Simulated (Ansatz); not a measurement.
# AlO$_{2}$: what the fields show

Input file:

```
crystal:
  lattice:
    - [2.7480923293, 0.0, 0.0]
    - [0.0, 2.7480923293, 0.0]
    - [0.0, 0.0, 3.6883893891]
  atoms:
    - { symbol: Al, position: [0.0, 0.0, 0.5] }
    - { symbol: O, position: [0.0, 0.0, 0.0], spin: 0.48 }
    - { symbol: O, position: [0.5, 0.5, 0.5], spin: 0.48 }
basis:
  ecutwfc: 420
kpoints:
  mp_grid: { grid: [16, 16, 12] }
hamiltonian:
  xc: pbe
scf:
  occupations: { method: gaussian, width: 0.1 }
output:
  forces: true
  stress: true
  eigenvalues: true
  populations: true
  write_density: true
  write_potential: true
  elf: true
  volumetric_format: npy
magnetization:
  spin_polarized: true
relax:
  adjacent_minimum: "off"
  f_tol: 0.01
  max_steps: 80
  cell: { stress_tol: 0.05 }
```

Command:

```sh
ansatz run input.yaml --threads 1 --pin off --max-ram 2560MiB --backend cpu --events-out ev --progress --plain --runs-dir out
```

Below, planes, directions and counts refer to the conventional cell (a = 2.74 Å, b = 2.74 Å, c = 3.70 Å, α = 90.00°, β = 90.00°, γ = 90.00°).

The fields are those of the run's last geometry, not of the input's.

Space group P4/mmm; a structure generated by program, which may or may not match a known phase; spin-polarised.

These are results of DFT PBE, scalar-relativistic, plane waves, PAW (Ansatz 0.2.0), not measurements.

The density is the valence pseudo-density of a PAW calculation; it isn't the true density close to the nuclei.

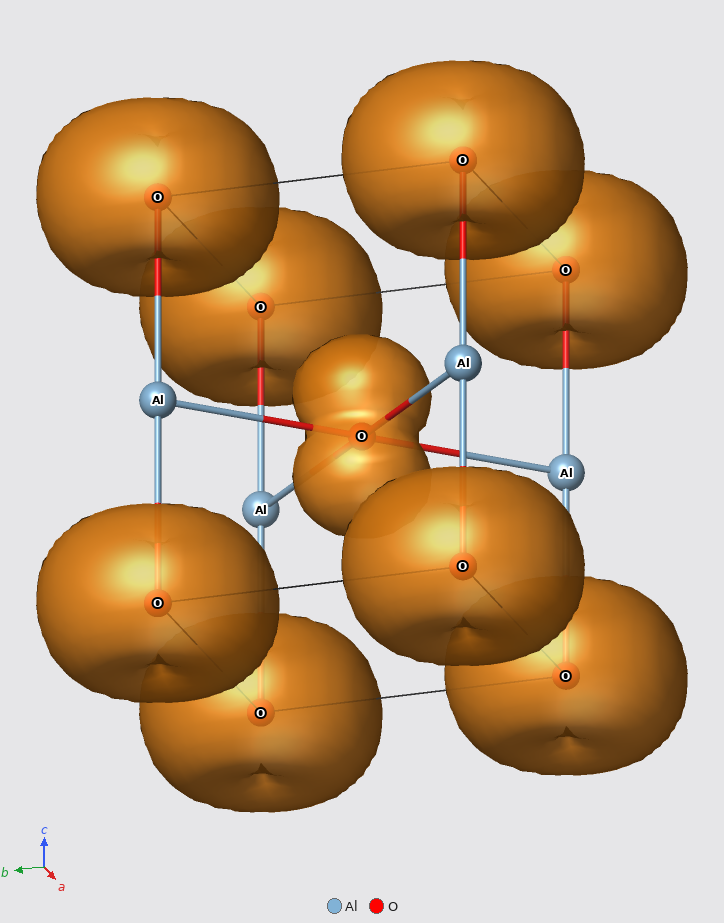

Figure 1. Isosurfaces of the spin density at +0.03 (orange) and −0.03 e/Å³ (purple), seen at an oblique angle. Sticks mark near contacts.

> Where is the spin, and how is it ordered?

The spin density sits on O: +0.7 μB in one cell of 3 atoms: parallel moments, as they must be, since the calculation's own cell holds one magnetic site. The cell of the calculation (3 atoms) carries 1.0 μB of net spin moment. Only one sign reaches the isovalue.

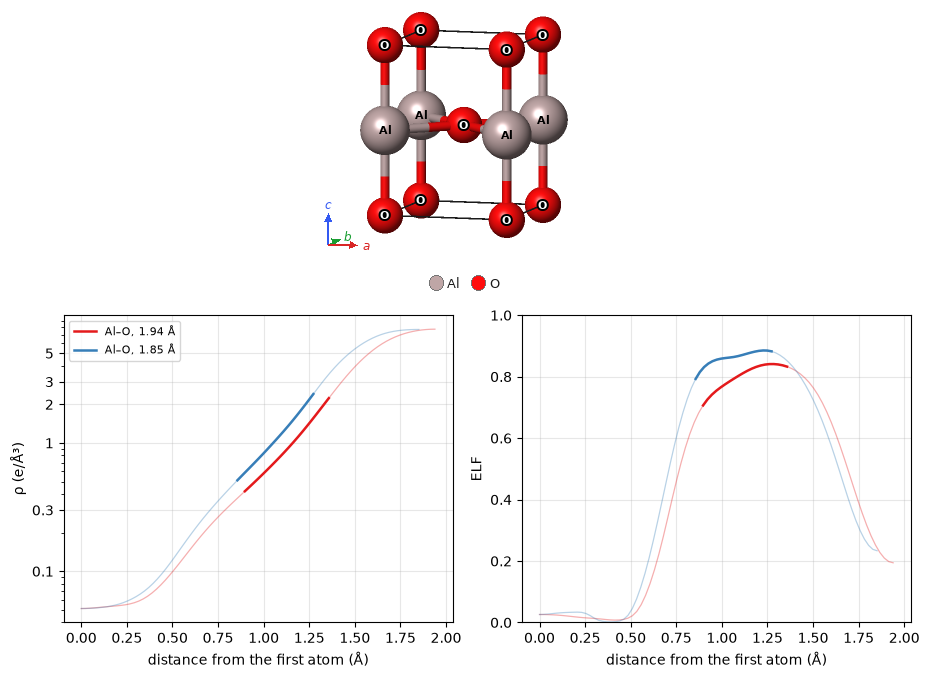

Figure 2. Valence electron density and ELF along straight lines between neighbouring atoms. Thin, pale parts lie inside the atomic spheres. The structure is drawn too.

> Compare the contacts.

Al–O (1.94 Å): ρ is about 0.53 e/Å³ halfway; the ELF peaks at about 0.85 in the valence shell of O, 0.7 Å from its nucleus, and is about 0.75 at the midpoint.
Al–O (1.85 Å): ρ is about 0.65 e/Å³ halfway; the ELF peaks at about 0.90 in the valence shell of O, 0.6 Å from its nucleus, and is about 0.85 at the midpoint.

> Metal or insulator at this level of theory?

It is metallic or semimetallic at this level of theory: no gap opens.
